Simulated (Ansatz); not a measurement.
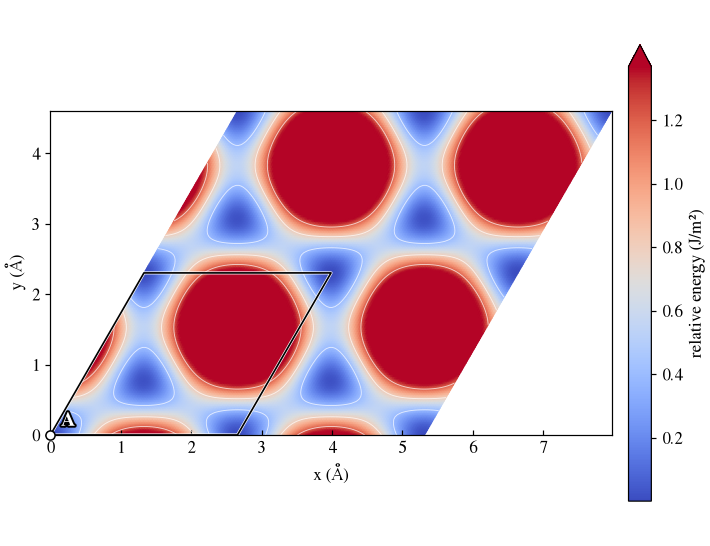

Rh (P6_3/mmc, No. 194; 8 atoms in the cell). Gamma surface: rigid slide across a plane, one fault a cell; the plane is (0 0 1) of the conventional cell. Places are given modulo a cell vector. The map is drawn in real space over the plane of the slide. Nothing is relaxed (rigid halves, spacing across the cut fixed). The grid has 6 × 6 points; 10 points were computed and 26 follow by symmetry. Energies: J/m², counted from the lowest grid point. All numbers below come from Ansatz 0.2.0, DFT LDA, scalar-relativistic, plane waves, PAW. Settings: cutoff 420 eV, k-mesh 17×17×3 in the order of the run's cell vectors, gaussian smearing 0.15 eV, no spin polarisation.

In the figure: a smooth colour map with a few white contour lines, the outline of one cell of the 2 × 2 shown, one colour for all values above the top of the scale, the point A. Between grid points the surface is interpolated.

What is the easiest way out of the well at A, and how high is the barrier?

The easiest path leads from the well at (0/6, 0/6) of the cell vectors to the well at (2/6, 2/6) of the cell vectors, about 0.019 J/m² higher. Its highest point lies about 0.55 J/m² above the bottom of the first well on the interpolated surface, at (1/6, 1/6) of the cell vectors. The start is the relaxed structure and all else is held, so a fully relaxed path at this level can only be lower.

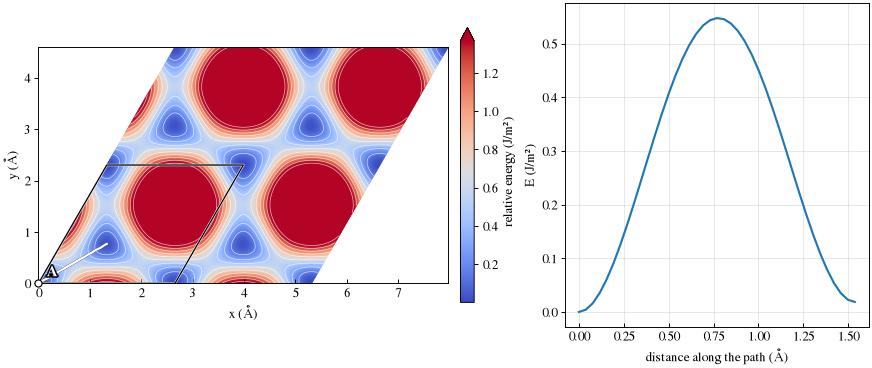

In the figure: a smooth colour map with a few white contour lines, a line along the lowest path, the outline of one cell of the 2 × 2 shown, one colour for all values above the top of the scale, the energy along the path at the right. Between grid points the surface is interpolated.

PAW datasets: the set soft_1.
